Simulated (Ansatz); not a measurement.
Run report: Al3Ru4, geometry relaxation (part 1 of 3)

- system: Al3Ru4 (slab, 28 atoms in the cell)
- method: DFT PBE+D3(BJ), scalar-relativistic, plane waves, PAW, no spin polarisation (Ansatz 0.2.0)

The structure derives from an entry of the Crystallography Open Database. The input holds or restrains some coordinates. Forces given for the steps count only the free coordinates. It belongs to a series of runs on one base structure; here: clean slab, lower half held. Figures and captions count atoms from 1; the log counts them from 0 in places.

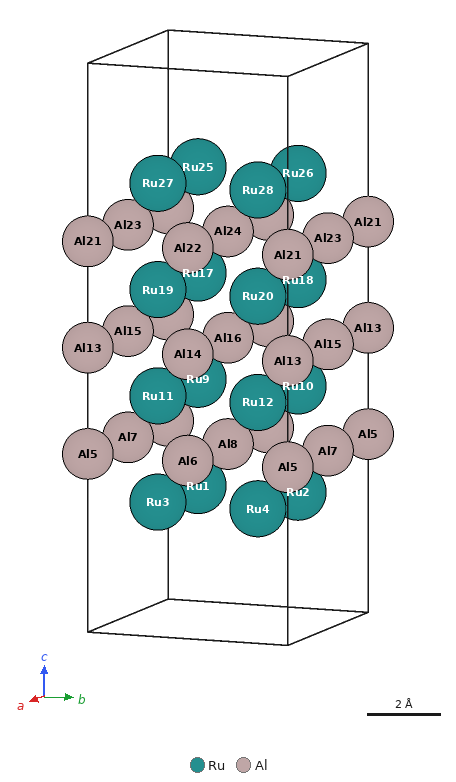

The starting structure (spheres-only view of the cell of the calculation, with the vacuum cut short, seen slightly off an axis; atoms are numbered from 1 in the order of the input). An atom can appear more than once, as a periodic image.

## The input
```yaml
crystal:
  lattice:
    - [5.9471749286, 0.0, 0.0]
    - [0.0, 5.9471749286, 0.0]
    - [0.0, 0.0, 25.9207623929]
  atoms:
    - { symbol: Ru, position: [0.25, 0.25, 0.3279224535] }
    - { symbol: Ru, position: [0.25, 0.75, 0.3279224535] }
    - { symbol: Ru, position: [0.75, 0.25, 0.3279224535] }
    - { symbol: Ru, position: [0.75, 0.75, 0.3279224535] }
    - { symbol: Al, position: [0.0, 0.0, 0.3852816357] }
    - { symbol: Al, position: [0.0, 0.5, 0.3852816357] }
    - { symbol: Al, position: [0.5, 0.0, 0.3852816357] }
    - { symbol: Al, position: [0.5, 0.5, 0.3852816357] }
    - { symbol: Ru, position: [0.25, 0.25, 0.4426408178] }
    - { symbol: Ru, position: [0.25, 0.75, 0.4426408178] }
    - { symbol: Ru, position: [0.75, 0.25, 0.4426408178] }
    - { symbol: Ru, position: [0.75, 0.75, 0.4426408178] }
    - { symbol: Al, position: [0.0, 0.0, 0.5] }
    - { symbol: Al, position: [0.0, 0.5, 0.5] }
    - { symbol: Al, position: [0.5, 0.0, 0.5] }
    - { symbol: Al, position: [0.5, 0.5, 0.5] }
    - { symbol: Ru, position: [0.25, 0.25, 0.5573591822] }
    - { symbol: Ru, position: [0.25, 0.75, 0.5573591822] }
    - { symbol: Ru, position: [0.75, 0.25, 0.5573591822] }
    - { symbol: Ru, position: [0.75, 0.75, 0.5573591822] }
    - { symbol: Al, position: [0.0, 0.0, 0.6147183643] }
    - { symbol: Al, position: [0.0, 0.5, 0.6147183643] }
    - { symbol: Al, position: [0.5, 0.0, 0.6147183643] }
    - { symbol: Al, position: [0.5, 0.5, 0.6147183643] }
    - { symbol: Ru, position: [0.25, 0.25, 0.6720775465] }
    - { symbol: Ru, position: [0.25, 0.75, 0.6720775465] }
    - { symbol: Ru, position: [0.75, 0.25, 0.6720775465] }
    - { symbol: Ru, position: [0.75, 0.75, 0.6720775465] }
basis:
  ecutwfc: 420
kpoints:
  mp_grid: { grid: [5, 5, 1] }
hamiltonian:
  xc: pbe
  dispersion: d3bj
scf:
  occupations: { method: gaussian, width: 0.1 }
output:
  forces: true
  eigenvalues: true
  write_density: true
  write_potential: true
  elf: true
  volumetric_format: npy
relax:
  adjacent_minimum: "off"
  f_tol: 0.03
  max_steps: 70
  constraints: [{ sites: [0, 1, 2, 3, 4, 5, 6, 7, 8, 9, 10, 11] }]
efield:
  axis: 3
  dipole_correction: true
  ramp_width: 0.04
```

Run on 4 threads of AMD EPYC (Zen 3), 32 GiB of memory available, shared host.

Run as:
```bash
ansatz run input.yaml --threads 4 --pin off --max-ram 10240MiB --backend cpu --events-out ev --progress --plain --runs-dir out
```

## What the program printed
```
Engine: ansatz 0.2.0, x86_64-unknown-linux-gnu
Pseudopotentials: kind: paw
Pseudopotential: Ru, paw, valence charge 16, recommended cutoff 420 eV (normal), Ru.paw.azcp
Pseudopotential: Al, paw, valence charge 3, recommended cutoff 420 eV (normal), Al.paw.azcp
Functional definition: PBE
  parameter kappa = 0.804
  parameter beta = 0.06672455060314922
  exchange = pbe_x(kappa = kappa, mu = beta*pi^2/3)
  correlation = pbe_c(beta = beta)
Crystal: 28 atoms, lattice volume = 916.789 Å³
Basis set: ecut = 420 eV, 17855 PW (Γ), exchange–correlation on 80×80×360 points (8 copies of the dense FFT grid, shifted against one another)
Bands: 176, of which v1, the nominal top of the filled ones, is band 146 counted from 1 (145 counted from 0)
Symmetry: 32 space group operations
k-points: 6 of 25
Non-local potential: Ru, projectors of the file, l = 0: 3, l = 1: 2, l = 2: 2, l = 3: 1
Non-local potential: Al, projectors of the file, l = 0: 2, l = 1: 2, l = 2: 1
PAW form: soft (Blöchl's): semilocal exchange-correlation on the pseudo side does not see the compensation charge
PAW one-centre angular grid: Ru, 590 points (default); XC on 64 Gauss nodes
PAW one-centre angular grid: Al, 110 points (default); XC on 64 Gauss nodes
Initial density: superposition of atomic densities (neutral atoms: chi_scale 0, normalization atom), corrected by the library's trained network
Initial wavefunctions: pseudopotential atomic-orbital guess
Functional: x = pbe(κ = 0.804, μ = 0.2195149727645171), c = pbe(β = 0.06672455060314922)
SCF iter   1: F=—  HF=-100520.659169 eV  |F-HF|=—  |Δ(HF+E_count)|=         —  Δρ=8.50e-3  dr2=4.02e0  ethr=1.77e-3  p=0.000 e·Å  D=2.22e-13 V/Å  ΔV_dip=-0.00 eV  dr2_dipole=2.07e-6  V_vac-E_F(+/−)=4.30/4.30 eV  ⟨swp⟩=8.2  Hψ=4671  notcnv=0  defer=8
efield: sawtooth ramp at fractional position 0.9800 (placed from the atoms, in the widest stretch of the axis that holds none; the zero of the levels goes with the place), width 0.0400; the density the first Hamiltonian is built on has a dipole p = 0.000 e·Å; the dipole correction subtracts the counter field D = 2.22e-13 V/Å, which shifts the + side's vacuum level by -0.00 eV against the − side's; the planar-averaged density in the ramp window peaks in size at 5.5e-5 e/Å³
preconditioner: auto → LDOS  [metal: Δε(μ)=0.100 eV  Ē_g=4.709 eV  σ=0.100 eV  W_gap=0.48  n_scr=166 (ndim 8)  ℏωp=15.7 eV  f_vac=0.521  D(μ)=25.05/eV (n_scr^D=158)  β→1.0]
SCF iter   2: F=—  HF=-100520.610105 eV  |F-HF|=—  |Δ(HF+E_count)|=   4.91e-2  Δρ=3.97e-3  dr2=5.49e-1  ethr=1.38e-3  p=-0.000 e·Å  D=-1.05e-5 V/Å  ΔV_dip=0.00 eV  dr2_dipole=7.34e-6  V_vac-E_F(+/−)=4.45/4.45 eV  ⟨swp⟩=2.0  Hψ=1277  notcnv=1  defer=98
SCF iter   3: F=—  HF=-100520.592608 eV  |F-HF|=—  |Δ(HF+E_count)|=   1.75e-2  Δρ=7.88e-4  dr2=1.22e-2  ethr=1.88e-4  p=-0.000 e·Å  D=-1.82e-6 V/Å  ΔV_dip=0.00 eV  dr2_dipole=3.96e-9  V_vac-E_F(+/−)=4.36/4.36 eV  ⟨swp⟩=2.0  Hψ=1422  notcnv=0  defer=99
SCF iter   4: F=—  HF=-100520.591110 eV  |F-HF|=—  |Δ(HF+E_count)|=   1.50e-3  Δρ=2.51e-4  dr2=1.42e-3  ethr=4.19e-6  p=-0.000 e·Å  D=-1.31e-6 V/Å  ΔV_dip=0.00 eV  dr2_dipole=2.84e-8  V_vac-E_F(+/−)=4.38/4.38 eV  ⟨swp⟩=2.5  Hψ=1586  notcnv=0  defer=47
SCF iter   5: F=—  HF=-100520.591216 eV  |F-HF|=—  |Δ(HF+E_count)|=   1.05e-4  Δρ=9.74e-5  dr2=2.31e-4  ethr=4.87e-7  p=-0.000 e·Å  D=-5.89e-7 V/Å  ΔV_dip=0.00 eV  dr2_dipole=2.75e-9  V_vac-E_F(+/−)=4.38/4.38 eV  ⟨swp⟩=2.8  Hψ=1500  notcnv=0  defer=47
SCF iter   6: F=-100520.591211 eV  HF=-100520.591209 eV  |F-HF|=1.89e-6  |Δ(HF+E_count)|=   6.59e-6  Δρ=3.61e-5  dr2=1.48e-5  ethr=7.71e-9  p=-0.000 e·Å  D=-2.44e-7 V/Å  ΔV_dip=0.00 eV  dr2_dipole=6.60e-12  V_vac-E_F(+/−)=4.39/4.39 eV  ⟨swp⟩=24.8  Hψ=12214  notcnv=0
SCF 1 converged in 6 iterations: F = -100520.591211 eV  dr2 = 1.48e-5
  greatest PAW one-centre occupation: 0.999 electrons in one spin orbital (limit 2), on the Ru atom at site 27 (counted from 0), in its partial waves of l = 0
relax step   1: F+E_penalty+E_count = -100520.59121087 eV  Δ(F+E_penalty+E_count) = +0.000e0 eV  max|allowed force component| = 4.516e-1 eV/Å  Δτ_max = 0.0000 Å  (6 SCF iters, dr2 threshold 2.25e-5 eV, accepted)
Initial density: handed on by an earlier stage of this run
Initial wavefunctions: those handed on with the density
iter 1 solved again at ethr=2.90e-3 eV; its pass at ethr=3.10e-3 eV (dr2=8.46e0 eV) is discarded
SCF iter   1: F=—  HF=-100520.818028 eV  |F-HF|=—  |Δ(HF+E_count)|=         —  Δρ=1.08e-2  dr2=8.16e0  ethr=2.90e-3  p=-0.000 e·Å  D=-3.58e-8 V/Å  ΔV_dip=0.00 eV  dr2_dipole=3.38e0  V_vac-E_F(+/−)=4.37/4.37 eV  ⟨swp⟩=1.0  Hψ=3289  notcnv=0  defer=56
efield: sawtooth ramp at fractional position 0.9800 (handed on by an earlier solve), width 0.0400; the density the first Hamiltonian is built on has a dipole p = -0.000 e·Å; the dipole correction subtracts the counter field D = -3.58e-8 V/Å, which shifts the + side's vacuum level by +0.00 eV against the − side's; the planar-averaged density in the ramp window peaks in size at 1.3e-6 e/Å³
preconditioner: auto → LDOS  [metal: Δε(μ)=0.035 eV  Ē_g=4.816 eV  σ=0.100 eV  W_gap=0.19  n_scr=166 (ndim 8)  ℏωp=15.7 eV  f_vac=0.525  D(μ)=26.04/eV (n_scr^D=174)  β→1.0]
SCF iter   2: F=—  HF=-100520.706883 eV  |F-HF|=—  |Δ(HF+E_count)|=   1.11e-1  Δρ=5.32e-3  dr2=5.99e-1  ethr=2.79e-3  p=0.030 e·Å  D=5.94e-3 V/Å  ΔV_dip=-0.15 eV  dr2_dipole=4.77e-2  V_vac-E_F(+/−)=4.25/4.40 eV  ⟨swp⟩=2.2  Hψ=1162  notcnv=0  defer=56
SCF iter   3: F=—  HF=-100520.673452 eV  |F-HF|=—  |Δ(HF+E_count)|=   3.34e-2  Δρ=2.14e-3  dr2=1.41e-1  ethr=2.05e-4  p=0.008 e·Å  D=1.52e-3 V/Å  ΔV_dip=-0.04 eV  dr2_dipole=1.73e-4  V_vac-E_F(+/−)=4.36/4.40 eV  ⟨swp⟩=3.0  Hψ=1826  notcnv=0  defer=77
SCF iter   4: F=—  HF=-100520.654250 eV  |F-HF|=—  |Δ(HF+E_count)|=   1.92e-2  Δρ=3.85e-4  dr2=1.60e-3  ethr=4.85e-5  p=0.013 e·Å  D=2.52e-3 V/Å  ΔV_dip=-0.07 eV  dr2_dipole=2.52e-5  V_vac-E_F(+/−)=4.33/4.40 eV  ⟨swp⟩=2.3  Hψ=1681  notcnv=0  defer=87
SCF iter   5: F=—  HF=-100520.653626 eV  |F-HF|=—  |Δ(HF+E_count)|=   6.24e-4  Δρ=1.45e-4  dr2=3.31e-4  ethr=5.47e-7  p=0.011 e·Å  D=2.15e-3 V/Å  ΔV_dip=-0.06 eV  dr2_dipole=1.50e-6  V_vac-E_F(+/−)=4.34/4.40 eV  ⟨swp⟩=3.2  Hψ=2046  notcnv=0  defer=87
SCF iter   6: F=—  HF=-100520.653886 eV  |F-HF|=—  |Δ(HF+E_count)|=   2.61e-4  Δρ=4.12e-5  dr2=2.61e-5  ethr=1.13e-7  p=0.009 e·Å  D=1.84e-3 V/Å  ΔV_dip=-0.05 eV  dr2_dipole=7.35e-7  V_vac-E_F(+/−)=4.35/4.40 eV  ⟨swp⟩=2.2  Hψ=1341  notcnv=0  defer=87
SCF iter   7: F=-100520.653896 eV  HF=-100520.653893 eV  |F-HF|=2.58e-6  |Δ(HF+E_count)|=   6.59e-6  Δρ=1.58e-5  dr2=4.78e-6  ethr=4.36e-9  p=0.009 e·Å  D=1.72e-3 V/Å  ΔV_dip=-0.04 eV  dr2_dipole=3.70e-8  V_vac-E_F(+/−)=4.35/4.40 eV  ⟨swp⟩=24.8  Hψ=12382  notcnv=0
SCF 2 converged in 7 iterations: F = -100520.653896 eV  dr2 = 4.78e-6
relax step   2: F+E_penalty+E_count = -100520.65389566 eV  Δ(F+E_penalty+E_count) = -6.268e-2 eV  max|allowed force component| = 7.928e-2 eV/Å  Δτ_max = 0.1250 Å  (7 SCF iters, dr2 threshold 1.27e-5 eV, accepted)
SCF iter   1: F=—  HF=-100520.672967 eV  |F-HF|=—  |Δ(HF+E_count)|=         —  Δρ=3.02e-3  dr2=6.92e-1  ethr=1.79e-3  p=0.009 e·Å  D=1.72e-3 V/Å  ΔV_dip=-0.04 eV  dr2_dipole=2.59e-1  V_vac-E_F(+/−)=4.36/4.40 eV  ⟨swp⟩=2.0  Hψ=1346  notcnv=0  defer=91
efield: sawtooth ramp at fractional position 0.9800 (handed on by an earlier solve), width 0.0400; the density the first Hamiltonian is built on has a dipole p = 0.009 e·Å; the dipole correction subtracts the counter field D = 1.72e-3 V/Å, which shifts the + side's vacuum level by -0.04 eV against the − side's; the planar-averaged density in the ramp window peaks in size at 8.5e-7 e/Å³
preconditioner: auto → LDOS  [metal: Δε(μ)=0.029 eV  Ē_g=4.773 eV  σ=0.100 eV  W_gap=0.16  n_scr=166 (ndim 8)  ℏωp=15.7 eV  f_vac=0.524  D(μ)=26.78/eV (n_scr^D=174)  β→1.0]
SCF iter   2: F=—  HF=-100520.662222 eV  |F-HF|=—  |Δ(HF+E_count)|=   1.07e-2  Δρ=1.06e-3  dr2=1.57e-2  ethr=2.37e-4  p=0.004 e·Å  D=8.41e-4 V/Å  ΔV_dip=-0.02 eV  dr2_dipole=5.35e-4  V_vac-E_F(+/−)=4.37/4.40 eV  ⟨swp⟩=1.0  Hψ=1218  notcnv=0  defer=97
SCF iter   3: F=—  HF=-100520.662897 eV  |F-HF|=—  |Δ(HF+E_count)|=   6.75e-4  Δρ=6.37e-4  dr2=9.63e-3  ethr=5.39e-6  p=0.007 e·Å  D=1.42e-3 V/Å  ΔV_dip=-0.04 eV  dr2_dipole=2.18e-4  V_vac-E_F(+/−)=4.36/4.40 eV  ⟨swp⟩=3.0  Hψ=2121  notcnv=0  defer=97
SCF iter   4: F=—  HF=-100520.661364 eV  |F-HF|=—  |Δ(HF+E_count)|=   1.53e-3  Δρ=1.24e-4  dr2=1.53e-4  ethr=3.30e-6  p=0.006 e·Å  D=1.22e-3 V/Å  ΔV_dip=-0.03 eV  dr2_dipole=1.92e-5  V_vac-E_F(+/−)=4.36/4.40 eV  ⟨swp⟩=2.3  Hψ=1415  notcnv=0  defer=97
SCF iter   5: F=—  HF=-100520.661393 eV  |F-HF|=—  |Δ(HF+E_count)|=   2.85e-5  Δρ=3.05e-5  dr2=1.96e-5  ethr=5.24e-8  p=0.006 e·Å  D=1.26e-3 V/Å  ΔV_dip=-0.03 eV  dr2_dipole=8.52e-7  V_vac-E_F(+/−)=4.36/4.40 eV  ⟨swp⟩=2.5  Hψ=1560  notcnv=0  defer=97
SCF iter   6: F=—  HF=-100520.660322 eV  |F-HF|=—  |Δ(HF+E_count)|=   1.07e-3  Δρ=8.23e-6  dr2=7.41e-7  ethr=6.71e-9  p=0.007 e·Å  D=1.31e-3 V/Å  ΔV_dip=-0.03 eV  dr2_dipole=4.95e-8  V_vac-E_F(+/−)=4.36/4.40 eV  ⟨swp⟩=2.2  Hψ=1560  notcnv=0  defer=97
SCF iter   7: F=—  HF=-100520.660322 eV  |F-HF|=—  |Δ(HF+E_count)|=   1.72e-7  Δρ=3.41e-6  dr2=2.50e-7  ethr=3.42e-11  p=0.007 e·Å  D=1.33e-3 V/Å  ΔV_dip=-0.03 eV  dr2_dipole=1.01e-7  V_vac-E_F(+/−)=4.36/4.40 eV  ⟨swp⟩=22.0  Hψ=10090  notcnv=0
SCF iter   8: F=-100520.660323 eV  HF=-100520.660323 eV  |F-HF|=1.18e-7  |Δ(HF+E_count)|=   3.87e-7  Δρ=1.65e-6  dr2=4.13e-8  ethr=3.42e-11  p=0.007 e·Å  D=1.34e-3 V/Å  ΔV_dip=-0.03 eV  dr2_dipole=1.23e-9  V_vac-E_F(+/−)=4.36/4.40 eV  ⟨swp⟩=14.5  Hψ=8099  notcnv=0
SCF 3 converged in 8 iterations: F = -100520.660323 eV  dr2 = 4.13e-8
relax step   3: F+E_penalty+E_count = -100520.66032283 eV  Δ(F+E_penalty+E_count) = -6.427e-3 eV  max|allowed force component| = 4.221e-2 eV/Å  Δτ_max = 0.0278 Å  (8 SCF iters, accepted)
SCF iter   1: F=—  HF=-100520.662247 eV  |F-HF|=—  |Δ(HF+E_count)|=         —  Δρ=5.18e-4  dr2=1.71e-2  ethr=3.76e-5  p=0.007 e·Å  D=1.34e-3 V/Å  ΔV_dip=-0.03 eV  dr2_dipole=4.80e-3  V_vac-E_F(+/−)=4.36/4.40 eV  ⟨swp⟩=1.3  Hψ=1291  notcnv=0  defer=8
efield: sawtooth ramp at fractional position 0.9800 (handed on by an earlier solve), width 0.0400; the density the first Hamiltonian is built on has a dipole p = 0.007 e·Å; the dipole correction subtracts the counter field D = 1.34e-3 V/Å, which shifts the + side's vacuum level by -0.03 eV against the − side's; the planar-averaged density in the ramp window peaks in size at 6.7e-7 e/Å³
preconditioner: auto → LDOS  [metal: Δε(μ)=0.009 eV  Ē_g=4.776 eV  σ=0.100 eV  W_gap=0.05  n_scr=166 (ndim 8)  ℏωp=15.7 eV  f_vac=0.524  D(μ)=26.21/eV (n_scr^D=174)  β→1.0]
SCF iter   2: F=—  HF=-100520.661745 eV  |F-HF|=—  |Δ(HF+E_count)|=   5.03e-4  Δρ=1.58e-4  dr2=1.18e-3  ethr=5.84e-6  p=0.007 e·Å  D=1.34e-3 V/Å  ΔV_dip=-0.03 eV  dr2_dipole=1.78e-4  V_vac-E_F(+/−)=4.36/4.40 eV  ⟨swp⟩=1.0  Hψ=1218  notcnv=0  defer=17
SCF iter   3: F=—  HF=-100520.661829 eV  |F-HF|=—  |Δ(HF+E_count)|=   8.47e-5  Δρ=7.70e-5  dr2=2.23e-4  ethr=4.03e-7  p=0.007 e·Å  D=1.31e-3 V/Å  ΔV_dip=-0.03 eV  dr2_dipole=1.11e-5  V_vac-E_F(+/−)=4.36/4.40 eV  ⟨swp⟩=2.0  Hψ=1431  notcnv=0  defer=17
SCF iter   4: F=—  HF=-100520.661830 eV  |F-HF|=—  |Δ(HF+E_count)|=   8.19e-7  Δρ=1.44e-5  dr2=7.04e-6  ethr=7.62e-8  p=0.007 e·Å  D=1.32e-3 V/Å  ΔV_dip=-0.03 eV  dr2_dipole=1.75e-6  V_vac-E_F(+/−)=4.36/4.40 eV  ⟨swp⟩=2.8  Hψ=1503  notcnv=0  defer=17
SCF iter   5: F=—  HF=-100520.660715 eV  |F-HF|=—  |Δ(HF+E_count)|=   1.11e-3  Δρ=6.68e-6  dr2=7.21e-7  ethr=2.41e-9  p=0.007 e·Å  D=1.33e-3 V/Å  ΔV_dip=-0.03 eV  dr2_dipole=2.23e-9  V_vac-E_F(+/−)=4.36/4.40 eV  ⟨swp⟩=3.0  Hψ=1801  notcnv=0  defer=17
SCF iter   6: F=-100520.660719 eV  HF=-100520.660718 eV  |F-HF|=6.63e-7  |Δ(HF+E_count)|=   3.03e-6  Δρ=2.43e-6  dr2=6.19e-8  ethr=3.42e-11  p=0.007 e·Å  D=1.34e-3 V/Å  ΔV_dip=-0.03 eV  dr2_dipole=5.09e-10  V_vac-E_F(+/−)=4.36/4.40 eV  ⟨swp⟩=18.2  Hψ=9105  notcnv=0
SCF 4 converged in 6 iterations: F = -100520.660719 eV  dr2 = 6.19e-8
relax step   4: F+E_penalty+E_count = -100520.66071910 eV  Δ(F+E_penalty+E_count) = -3.963e-4 eV  max|allowed force component| = 3.794e-3 eV/Å  Δτ_max = 0.0044 Å  (6 SCF iters, accepted)
```

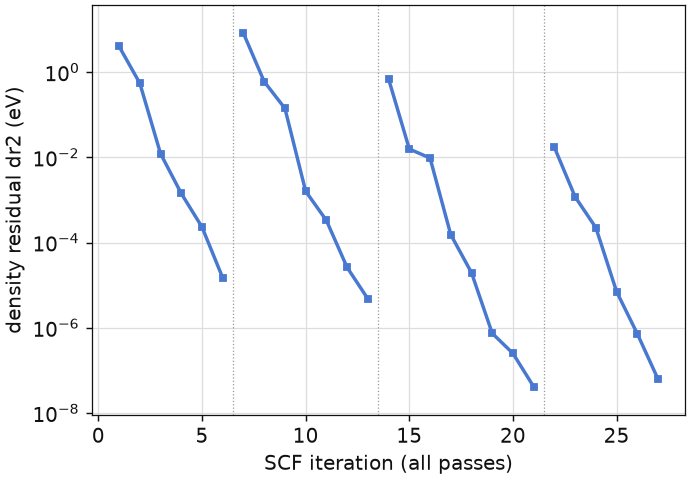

Convergence of the self-consistent field: density residual dr2 against the SCF iteration. The dotted lines part the SCF passes of the relaxation: geometry steps, rejected trials and re-solves on a re-selected basis. The passes take 6, 7, 8 and 6 iterations.
